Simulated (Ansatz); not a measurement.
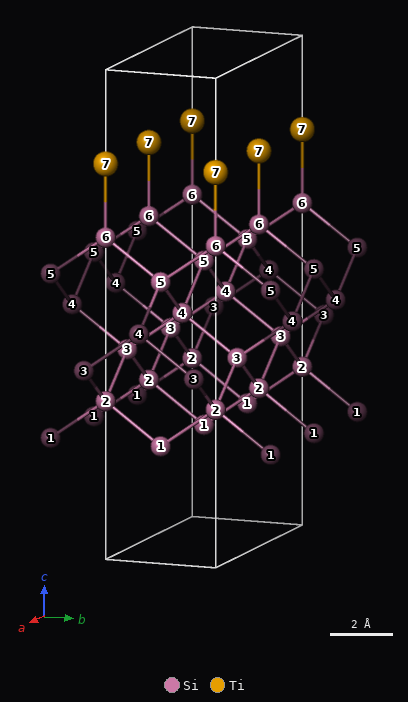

Figure 1. The input geometry (ball-and-stick view of the 2 × 1 repeat of the cell, with the vacuum cut short, seen slightly off an axis; neighbours outside the cell are drawn fainter; atoms are numbered from 1 in the order of the input). An atom can appear more than once, as a periodic image. Near neighbours in the periodic cell (some may lie outside the picture): Si has 2 Si at 2.35 Å; Si has 4 Si at 2.34 to 2.36 Å; Si has 2 Si at 2.34 Å and 1 Ti at 2.44 Å; Ti has 1 Si at 2.44 Å.

# TiSi$_{6}$: single-point calculation (part 1 of 2)

System: TiSi$_{6}$ (slab, 7 atoms in the cell).
Method: DFT, PBEsol, plane waves, PAW, spin-polarised (Ansatz 0.2.0).

The structure derives from an entry of the Crystallography Open Database. Figures and captions count atoms from 1; the log counts them from 0 in places.

## Input
```yaml
crystal:
  lattice:
    - [3.8417168286, 0.0, 0.0]
    - [0.0, 3.8417168286, 0.0]
    - [0.0, 0.0, 25.7912600522]
  atoms:
    - { symbol: Si, position: [0.0, 0.5, 0.3295690084] }
    - { symbol: Si, position: [0.0, 0.0, 0.3822322752] }
    - { symbol: Si, position: [0.5, 0.0, 0.4348955421] }
    - { symbol: Si, position: [0.5, 0.5, 0.4872371703] }
    - { symbol: Si, position: [0.0, 0.5, 0.5405307724] }
    - { symbol: Si, position: [0.0, 0.0, 0.5923973482] }
    - { symbol: Ti, position: [0.0, 0.0, 0.6869322605], spin: 2.0 }
basis:
  ecutwfc: 420
kpoints:
  mp_grid: { grid: [8, 8, 1] }
hamiltonian:
  xc: pbesol
scf:
  occupations: { method: tetrahedron }
  lower_state_search: light
output:
  forces: true
  eigenvalues: true
magnetization:
  spin_polarized: true
efield:
  axis: 3
  dipole_correction: true
  ramp_width: 0.04
```

Launch command:
```bash
ansatz run input.yaml --threads 2 --pin off --max-ram 5120MiB --backend cpu --events-out ev --progress --plain --runs-dir out
```

## The program's output
```
Warning: output.forces, output.stress, relax.cell or npt_langevin: where a Kohn–Sham band that disperses or a degenerate level is filled in part under the method tetrahedron, the forces or the stress that this run publishes need not agree with its energy (scf.occupations.method in the input reference, under Limitations); prefer a smearing scheme for the forces or the stress
Engine: ansatz 0.2.0, x86_64-unknown-linux-gnu
Pseudopotentials: kind: paw
Pseudopotential: Si, paw, valence charge 4, recommended cutoff 420 eV (normal), Si.paw.azcp
Pseudopotential: Ti, paw, valence charge 12, recommended cutoff 420 eV (normal), Ti.paw.azcp
Functional definition: PBEsol
  exchange = pbesol_x
  correlation = pbesol_c
Crystal: 7 atoms, lattice volume = 380.648 Å³
Basis set: ecut = 420 eV, 7511 PW (Γ), exchange–correlation on 54×54×360 points (8 copies of the dense FFT grid, shifted against one another)
Bands: 26, of which v1, the nominal top of the filled ones, is band 18 counted from 1 (17 counted from 0)
Symmetry: 4 space group operations
k-points: 25 of 64
Non-local potential: Si, projectors of the file, l = 0: 2, l = 1: 2, l = 2: 2
Non-local potential: Ti, projectors of the file, l = 0: 3, l = 1: 2, l = 2: 3, l = 3: 1
PAW form: soft (Blöchl's): semilocal exchange-correlation on the pseudo side does not see the compensation charge
PAW frozen core: Si, regenerated for the run's functional, and the local potential with it (the file was generated under x = pbe(κ = 0.804, μ = 0.2195149727645171), c = pbe(β = 0.06672455060314922))
PAW frozen core: Ti, regenerated for the run's functional, and the local potential with it (the file was generated under x = pbe(κ = 0.804, μ = 0.2195149727645171), c = pbe(β = 0.06672455060314922))
PAW one-centre angular grid: Si, 110 points (default); XC on 64 Gauss nodes
PAW one-centre angular grid: Ti, 590 points (default); XC on 64 Gauss nodes
Initial density: superposition of atomic densities (neutral atoms: chi_scale 0, normalization atom)
Starting moments: Σ|m| = 2 μB on 1 of 7 sites
Initial wavefunctions: pseudopotential atomic-orbital guess
Functional: x = pbesol(κ = 0.804, μ = 0.12345679012345678), c = pbesol(β = 0.046)
```
